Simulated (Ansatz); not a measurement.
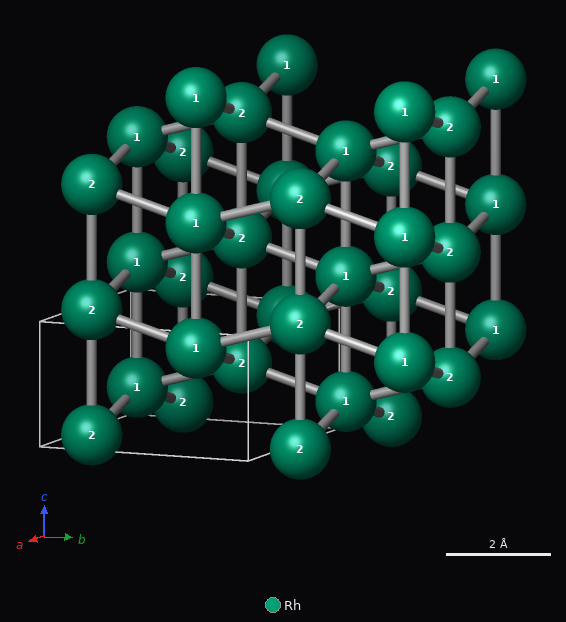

Fig. 1: The structure (ball-and-stick view of the cell 2 times as large as that of the calculation, set on its symmetry axes, repeated 1 × 2 × 3, seen slightly off an axis; atoms are numbered from 1 in the order of the input). An atom can appear more than once, as a periodic image.

# Rh: band-structure calculation

Rh (2 atoms in the cell), computed with DFT, PBE, PAW with Ansatz's default frozen-core files, scalar-relativistic, no spin polarisation (Ansatz 0.2.0).

It belongs to a series of runs on one base structure; here: volume scaled by 0.75, PAW files. Figures and captions count atoms from 1; the log counts them from 0 in places.

## Log
```
Engine: ansatz 0.2.0, aarch64-unknown-linux-gnu
Pseudopotentials: kind: paw
Pseudopotential: Rh, paw, valence charge 17, recommended cutoff 420 eV (normal), Rh.paw.azcp
Functional definition: PBE
  parameter kappa = 0.804
  parameter beta = 0.06672455060314922
  exchange = pbe_x(kappa = kappa, mu = beta*pi^2/3)
  correlation = pbe_c(beta = beta)
Crystal: 2 atoms, lattice volume = 23.427 Å³
Basis set: ecut = 420 eV, 461 PW (Γ), exchange–correlation on 48×48×48 points (8 copies of the dense FFT grid, shifted against one another)
Bands: 21, of which v1, the nominal top of the filled ones, is band 17 counted from 1 (16 counted from 0)
Symmetry: 16 space group operations
Space group: I41/amd (ITA 141), of the structure as read, at distance tolerance 2.9e-5 Å
k-points: 480 of 5832
Non-local potential: Rh, projectors of the file, l = 0: 3, l = 1: 2, l = 2: 2, l = 3: 1
PAW form: soft (Blöchl's): semilocal exchange-correlation on the pseudo side does not see the compensation charge
PAW one-centre angular grid: Rh, 590 points (default); XC on 64 Gauss nodes
Initial density: superposition of atomic densities (neutral atoms: chi_scale 0, normalization atom), corrected by the library's trained network
Initial wavefunctions: pseudopotential atomic-orbital guess
Functional: x = pbe(κ = 0.804, μ = 0.2195149727645171), c = pbe(β = 0.06672455060314922)
SCF iter   1: F=—  HF=-12802.530114 eV  |F-HF|=—  |Δ(HF+E_count)|=         —  Δρ=1.43e-2  dr2=1.24e-2  ethr=1.77e-3  ⟨swp⟩=5.2  Hψ=42489  notcnv=0
preconditioner: auto → none  [metal: Δε(μ)=0.001 eV  Ē_g=9.098 eV  σ=0.080 eV  W_gap=0.00  n_scr=8 (ndim 8)  ℏωp=32.5 eV  f_vac=0.000  D(μ)=2.07/eV (n_scr^D=16)  sad-step TF]
SCF iter   2: F=—  HF=-12802.528508 eV  |F-HF|=—  |Δ(HF+E_count)|=   1.61e-3  Δρ=7.30e-3  dr2=3.44e-3  ethr=3.64e-5  ⟨swp⟩=1.8  Hψ=15374  notcnv=0
SCF iter   3: F=—  HF=-12802.527799 eV  |F-HF|=—  |Δ(HF+E_count)|=   7.09e-4  Δρ=7.33e-4  dr2=2.56e-5  ethr=1.01e-5  ⟨swp⟩=2.5  Hψ=17187  notcnv=0
SCF iter   4: F=—  HF=-12802.527809 eV  |F-HF|=—  |Δ(HF+E_count)|=   9.73e-6  Δρ=1.23e-4  dr2=1.74e-6  ethr=7.54e-8  ⟨swp⟩=2.5  Hψ=18724  notcnv=0
iter 5 did not close the SCF: its close was put off for the readings that it lacked (scf_convergence_deferred on its scf_iter line)
SCF iter   5: F=-12802.527808 eV  HF=-12802.527808 eV  |F-HF|=4.08e-8  |Δ(HF+E_count)|=   4.52e-7  Δρ=2.97e-5  dr2=7.45e-8  ethr=5.12e-9  ⟨swp⟩=2.9  Hψ=19239  notcnv=0
SCF iter   6: F=-12802.527808 eV  HF=-12802.527808 eV  |F-HF|=6.69e-10  |Δ(HF+E_count)|=   2.00e-8  Δρ=5.91e-6  dr2=2.64e-9  ethr=2.19e-10  ⟨swp⟩=5.7  Hψ=61812  notcnv=0
the search or the solves at the SCF's close seem to have found levels that the self-consistency loop had missed (the run counts 1). By its estimate they hold under 1e-12 electrons; where the run keeps them, the occupations were computed again with them
SCF 1 converged in 6 iterations: F = -12802.527808 eV  dr2 = 2.64e-9
  greatest PAW one-centre occupation: 1.000 electrons in one spin orbital (limit 2), on the Rh atom at site 1 (counted from 0), in its partial waves of l = 0
NSCF: frozen V_eff on 65 k-points
SCF converged after 6 iterations
Free energy (F): -12802.527808 eV
Harris-Foulkes:  -12802.527808 eV  (|F-HF|=6.69e-10)
Internal energy: -12802.484466 eV  (E = F + TS)
E sigma→0 (E₀):  -12802.506137 eV
Entropy (-TS):   -0.043342 eV (-21.671 meV/atom)
Fermi energy:    27.435381 eV
--- Per-component energies (eV) ---
  E_band       = -21.920910
  E_kinetic    = 1169.380933
  E_local      = -2853.344234  (includes V_loc(G=0)·N_el)
  E_nonlocal   = 717.084153
  E_hartree    = 1029.286522
  E_xc         = -450.024699
  E_vxc        = -565.666960  (∫ρ·V_xc dr)
  E_paw        = -7177.882655  (= ΣΔE_a)
  E_vpaw       = -547.951234  (= ΣTr[D̂ρ^β])
  E_aug_tail   = 0.001822  (compensation charges beyond the density's cutoff)
  E_ewald      = -5236.986308
  E_smearing   = -0.043342  (= −TS)
  E_closure    = 0.000000  (closes the sum)
  Σ components = -12802.527808   (vs F -12802.527808, Δ=0.00e0)
--- Forces (eV/Å), atoms counted from 1 ---
  atom   1  Rh    -0.00000000     0.00000000    -0.00000000
  atom   2  Rh     0.00000000    -0.00000000     0.00000000
  max |Σ_I F_I| component: 1.39e-17 eV/Å
--- Stress (GPa, compression-positive) ---
      119.355759      -0.000000      -0.000000
       -0.000000     119.355759      -0.000000
       -0.000000       0.000000     119.240963
  P = ⅓ Tr σ = 119.3175 GPa (1193.175 kbar)
--- Band table (eV; the first three rows and the last of 480) ---
  k-point 0: bands = ["-52.0447", "-51.4648", "-20.5463", "-20.5463", "-19.1236", "-19.0977", "-18.9882", "-18.9882", "18.4119", "18.7909", "20.3391", "21.5439", "22.1134", "26.0117", "26.0117", "26.0895", "26.0895", "28.9449", "30.4910", "35.2460", "35.2460"]
  k-point 1: bands = ["-52.0403", "-51.4692", "-20.5369", "-20.5367", "-19.1439", "-19.0962", "-19.0026", "-18.9804", "18.4775", "18.8450", "20.3750", "21.5178", "22.0834", "26.0117", "26.0504", "26.1214", "26.1298", "28.8826", "30.2570", "35.0191", "35.5323"]
  k-point 2: bands = ["-52.0272", "-51.4823", "-20.5089", "-20.5080", "-19.1950", "-19.0919", "-19.0450", "-18.9661", "18.6706", "19.0053", "20.4825", "21.4456", "22.0029", "26.0031", "26.1582", "26.2142", "26.2388", "28.7019", "29.6924", "34.3863", "36.2578"]
  k-point 479: bands = ["-51.7492", "-51.7492", "-20.8319", "-20.8319", "-19.1200", "-19.1200", "-18.8007", "-18.8007", "20.7716", "20.7716", "22.1122", "22.1122", "25.4308", "25.4308", "26.3518", "26.3518", "26.5972", "26.5972", "27.3419", "27.3419", "37.1649"]
--- Löwdin populations: 2 sites ---
  site symbol       q [e]
     0     Rh     16.9121
     1     Rh     16.9121
  spilling = 0.005168 (of n_electrons = 34.000000)
```

## File dos.tsv
```
# E-E_F[eV]	g_bin_mean(E)[states/eV]	N(E)
# format = ansatz-dos/2
# fermi_ev = 27.435381
# fermi_mp_grid = 18 18 18
# fermi_mp_shift = 0 0 0
# tetrahedron_fermi_ev = 27.452889
# g_bin_mean(E): the states in a bin one row spacing wide, centred on E, divided by that spacing. States that the method places at a single energy (under output.dos.method: tetrahedron, those of a tetrahedron whose four corners have one energy) are counted whole in the row whose bin holds that energy (on the edge of two bins, in the lower row). The sum of g_bin_mean over a run of rows, times the row spacing, is the number of states from half a spacing under the first of them to half a spacing over the last (a plain sum, not the trapezoid rule).
-14.000000	0.000000e0	1.600000e1
-13.800000	0.000000e0	1.600000e1
-13.600000	0.000000e0	1.600000e1
-13.400000	0.000000e0	1.600000e1
-13.200000	0.000000e0	1.600000e1
-13.000000	0.000000e0	1.600000e1
-12.800000	0.000000e0	1.600000e1
-12.600000	0.000000e0	1.600000e1
-12.400000	0.000000e0	1.600000e1
-12.200000	0.000000e0	1.600000e1
-12.000000	0.000000e0	1.600000e1
-11.800000	0.000000e0	1.600000e1
-11.600000	0.000000e0	1.600000e1
-11.400000	0.000000e0	1.600000e1
-11.200000	0.000000e0	1.600000e1
-11.000000	0.000000e0	1.600000e1
-10.800000	0.000000e0	1.600000e1
-10.600000	0.000000e0	1.600000e1
-10.400000	0.000000e0	1.600000e1
-10.200000	0.000000e0	1.600000e1
-10.000000	0.000000e0	1.600000e1
-9.800000	0.000000e0	1.600000e1
-9.600000	0.000000e0	1.600000e1
-9.400000	0.000000e0	1.600000e1
-9.200000	0.000000e0	1.600000e1
-9.000000	9.061902e-3	1.600002e1
-8.800000	4.520310e-2	1.600561e1
-8.600000	9.618368e-2	1.601756e1
-8.400000	1.830899e-1	1.604697e1
-8.200000	2.460202e-1	1.608968e1
-8.000000	3.159629e-1	1.614565e1
-7.800000	7.476508e-1	1.621659e1
-7.600000	1.658685e0	1.648171e1
-7.400000	2.382550e0	1.685984e1
-7.200000	2.792560e0	1.742651e1
-7.000000	2.815212e0	1.796650e1
-6.800000	2.730184e0	1.853384e1
-6.600000	2.715057e0	1.908385e1
-6.400000	2.514128e0	1.960670e1
-6.200000	2.482073e0	2.011033e1
-6.000000	2.647220e0	2.059305e1
-5.800000	2.883995e0	2.115450e1
-5.600000	2.870270e0	2.172766e1
-5.400000	3.408408e0	2.233380e1
-5.200000	4.400111e0	2.320261e1
-5.000000	2.493778e0	2.387445e1
-4.800000	1.507945e0	2.425733e1
-4.600000	1.366773e0	2.452108e1
-4.400000	1.629016e0	2.482076e1
-4.200000	1.485412e0	2.514722e1
-4.000000	1.285371e0	2.541397e1
-3.800000	1.214272e0	2.566384e1
-3.600000	1.463002e0	2.591479e1
-3.400000	2.432202e0	2.629633e1
-3.200000	2.147414e0	2.679663e1
-3.000000	1.747830e0	2.717358e1
-2.800000	1.704000e0	2.751171e1
-2.600000	1.868823e0	2.787069e1
-2.400000	1.789021e0	2.823618e1
-2.200000	2.032295e0	2.861062e1
-2.000000	1.875557e0	2.900609e1
-1.800000	2.259636e0	2.941170e1
-1.600000	3.045966e0	2.992565e1
-1.400000	2.709010e0	3.054044e1
-1.200000	2.785594e0	3.106539e1
-1.000000	3.615229e0	3.171492e1
-0.800000	2.903055e0	3.240357e1
-0.600000	2.243889e0	3.289256e1
-0.400000	1.788744e0	3.330090e1
-0.200000	1.527962e0	3.361827e1
0.000000	2.122097e0	3.396181e1
0.200000	2.216028e0	3.444372e1
0.400000	1.888980e0	3.483078e1
0.600000	1.751935e0	3.519634e1
0.800000	1.578572e0	3.552898e1
1.000000	1.490873e0	3.583614e1
1.200000	1.372428e0	3.612182e1
1.400000	1.279876e0	3.638799e1
1.600000	1.261773e0	3.663784e1
1.800000	1.258421e0	3.689408e1
2.000000	8.596188e-1	3.710366e1
2.200000	8.726092e-1	3.728010e1
2.400000	7.320883e-1	3.744506e1
2.600000	5.476714e-1	3.756745e1
2.800000	4.752934e-1	3.766833e1
3.000000	4.416530e-1	3.775939e1
3.200000	4.415508e-1	3.784701e1
3.400000	4.560702e-1	3.793649e1
3.600000	4.831530e-1	3.802985e1
3.800000	5.470148e-1	3.813509e1
4.000000	4.549127e-1	3.823488e1
4.200000	4.028849e-1	3.832144e1
4.400000	3.610401e-1	3.839688e1
4.600000	3.408992e-1	3.846695e1
4.800000	3.219474e-1	3.853320e1
5.000000	3.077986e-1	3.859602e1
5.200000	2.979723e-1	3.865653e1
5.400000	2.900306e-1	3.871533e1
5.600000	2.815192e-1	3.877260e1
5.800000	2.759115e-1	3.882809e1
6.000000	2.723627e-1	3.888295e1
6.200000	2.694397e-1	3.893703e1
6.400000	2.697744e-1	3.899099e1
6.600000	2.684719e-1	3.904481e1
6.800000	2.668434e-1	3.909832e1
7.000000	2.682220e-1	3.915169e1
7.200000	2.717479e-1	3.920579e1
7.400000	2.750695e-1	3.926053e1
7.600000	2.812412e-1	3.931565e1
7.800000	2.872212e-1	3.937282e1
8.000000	3.079831e-1	3.943210e1
```

## File populations.tsv
```
# site	symbol	l	j	q
# orbitals = lowdin
# n_electrons = 34.000000
# spilling = 0.005168
0	Rh	0_4S	-	1.979427
0	Rh	0_5S	-	0.730034
0	Rh	1_4P	-	5.986287
0	Rh	2_4D	-	8.216393
1	Rh	0_4S	-	1.979427
1	Rh	0_5S	-	0.730034
1	Rh	1_4P	-	5.986287
1	Rh	2_4D	-	8.216393
```

## File rho_z.tsv
```
# z_ang	rho[e/angstrom^3]
# format = ansatz-planar-average/11
# lattice	-2.191005022	2.191005022	1.220012845
# lattice	2.191005022	-2.191005022	1.220012845
# lattice	2.191005022	2.191005022	-1.220012845
# sites	2
# site	45	-0.000000000	-1.095502511	-0.305003211
# site	45	0.000000000	1.095502511	0.305003211
0.000000	7.532951e-1
0.138753	8.493990e-1
0.277507	1.102139e0
0.416260	1.443640e0
0.555013	1.794250e0
0.693767	2.060967e0
0.832520	2.161940e0
0.971274	2.060967e0
1.110027	1.794250e0
1.248780	1.443640e0
1.387534	1.102139e0
1.526287	8.493990e-1
1.665040	7.532951e-1
1.803794	8.493990e-1
1.942547	1.102139e0
2.081300	1.443640e0
2.220054	1.794250e0
2.358807	2.060967e0
2.497561	2.161940e0
2.636314	2.060967e0
2.775067	1.794250e0
2.913821	1.443640e0
3.052574	1.102139e0
3.191327	8.493990e-1
```

## File v_z.tsv
```
# z_ang	v_es[eV]	v_tot[eV]
# format = ansatz-planar-average/11
# xc	pbe
# density_cutoff_ev	1680
# datasets	Rh=:simpson_from_first_knot:soft
# lattice	-2.191005022	2.191005022	1.220012845
# lattice	2.191005022	-2.191005022	1.220012845
# lattice	2.191005022	2.191005022	-1.220012845
# sites	2
# site	45	-0.000000000	-1.095502511	-0.305003211
# site	45	0.000000000	1.095502511	0.305003211
0.000000	1.702775e1	3.436052e0
0.138753	1.602297e1	2.271672e0
0.277507	1.345219e1	-7.288348e-1
0.416260	1.038541e1	-4.360679e0
0.555013	7.736698e0	-7.534476e0
0.693767	5.985406e0	-9.639676e0
0.832520	5.379159e0	-1.036970e1
0.971274	5.985406e0	-9.639676e0
1.110027	7.736698e0	-7.534476e0
1.248780	1.038541e1	-4.360679e0
1.387534	1.345219e1	-7.288348e-1
1.526287	1.602297e1	2.271672e0
1.665040	1.702775e1	3.436052e0
1.803794	1.602297e1	2.271672e0
1.942547	1.345219e1	-7.288348e-1
2.081300	1.038541e1	-4.360679e0
2.220054	7.736698e0	-7.534476e0
2.358807	5.985406e0	-9.639676e0
2.497561	5.379159e0	-1.036970e1
2.636314	5.985406e0	-9.639676e0
2.775067	7.736698e0	-7.534476e0
2.913821	1.038541e1	-4.360679e0
3.052574	1.345219e1	-7.288348e-1
3.191327	1.602297e1	2.271672e0
```

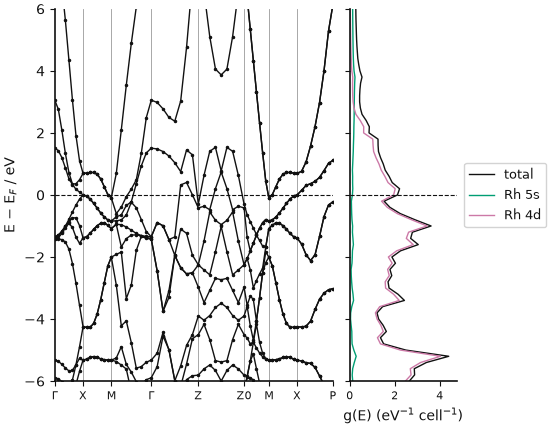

Fig. 2: Band structure along Γ–X–M–Γ–Z–Z0–M–X–P and density of states (projected on Löwdin-orthogonalised atomic shells), with energies from the Fermi level. Bands cross the Fermi level: a metal at this level of theory.

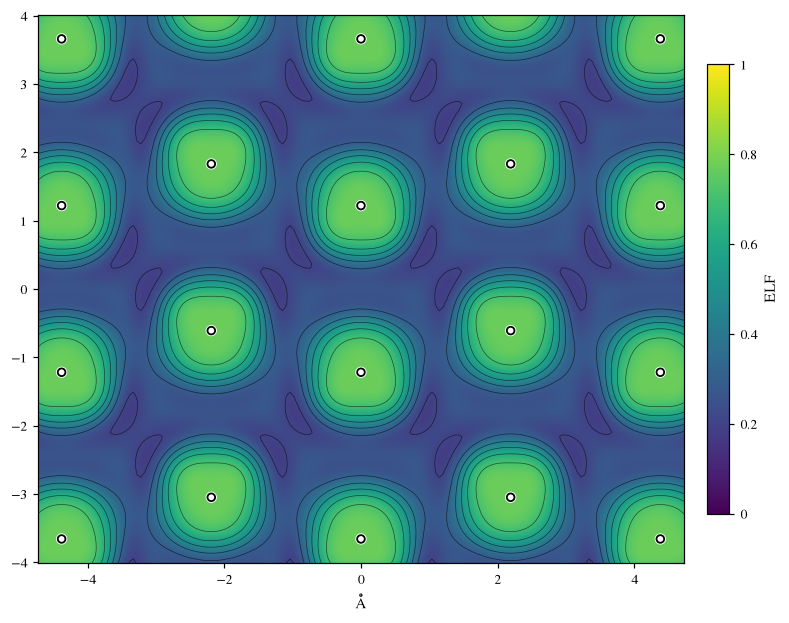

Fig. 3: ELF on the (100) plane of the conventional cell. Circles mark the nuclei in the plane (Rh). Rh–Rh (2.27 Å): the ELF is about 0.25 at the midpoint (no shared electron pair). Rh–Rh (2.44 Å): the ELF is about 0.25 at the midpoint; no localised pair between them. The strong features right at Rh lie inside the PAW spheres (semicore, d or f shells) and say nothing about bonding. The fields are those of the smooth PAW valence density.

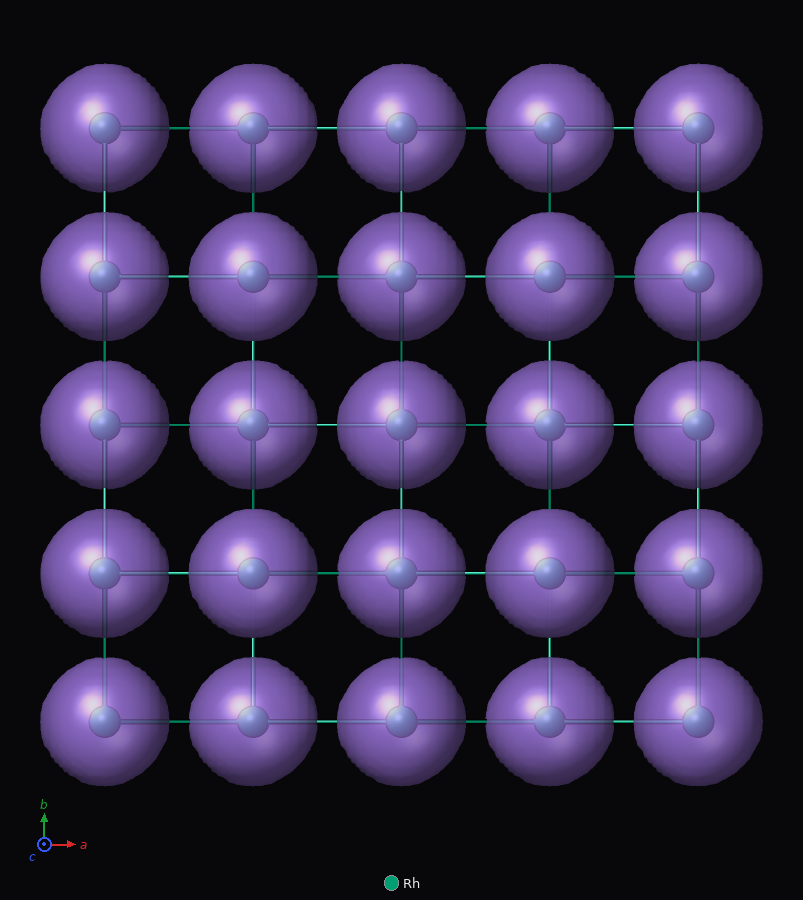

Fig. 4: Isosurface of the valence charge density (pseudo) at 1 e/Å³ (purple), seen along the c axis. Sticks mark near contacts. The outline is the cell set on symmetry axes. At this value the density breaks into separate islands; it holds about 75 % of the electrons treated as valence (semicore included). It is pinched off along the Rh–Rh (2.27 Å) and Rh–Rh (2.44 Å) contacts. On the grid the lowest density along these lines, outside the cores, is 0.81 e/Å³ (Rh–Rh, 2.27 Å) and 0.57 e/Å³ (Rh–Rh, 2.44 Å).

This output came from the following input.

## Input file
```yaml
crystal:
  lattice:
    - [-2.1910050223, 2.1910050223, 1.2200128449]
    - [2.1910050223, -2.1910050223, 1.2200128449]
    - [2.1910050223, 2.1910050223, -1.2200128449]
  atoms:
    - { symbol: Rh, position: [-0.375, -0.125, -0.25] }
    - { symbol: Rh, position: [0.375, 0.125, 0.25] }
kpoints:
  mp_grid: { grid: [18, 18, 18] }
  band_path:
    path:
      - [0.0, 0.0, 0.0]
      - [0.0, 0.0, 0.5]
      - [-0.5, 0.5, 0.5]
      - [0.0, 0.0, 0.0]
      - [0.3275143427, 0.3275143427, -0.3275143427]
      - [-0.3275143427, 0.6724856573, 0.3275143427]
      - [-0.5, 0.5, 0.5]
      - [0.0, 0.0, 0.5]
      - [0.25, 0.25, 0.25]
    npoints: 8
scf:
  occupations: { method: fermi_dirac, width: 0.08 }
hamiltonian:
  xc: pbe
  pseudopotentials: { kind: paw }
output:
  forces: true
  stress: true
  eigenvalues: true
  populations: true
  dos: { projected: true, de: 0.2, e_range: [-14, 8] }
  write_density: true
  write_potential: true
  elf: true
  volumetric_format: npy
```

Launch command:
```bash
ansatz run input.yaml --threads 1 --pin off --max-ram 2048MiB --backend cpu --events-out ev --progress --plain --runs-dir out
```

## Summary

| quantity | value |
| --- | --- |
| outcome | converged |
| space group (tolerance 0.01 Å) | I4₁/amd (141) |
| electrons treated | 34 |
| free energy | −12802.5278 eV |
| Fermi energy | 27.435 eV |
| pressure | 119.32 GPa |
| electronic character | metal |
| largest force (length of the vector) | under 0.001 eV/Å |
| hardware | 1 thread of Arm Neoverse V1, 24 GiB of memory available, shared host |
| wall time | 20 s |
| peak memory | 0.43 GiB |

## Notes

The cell is under a pressure of 119 GPa at this level, so it is not at its equilibrium volume.
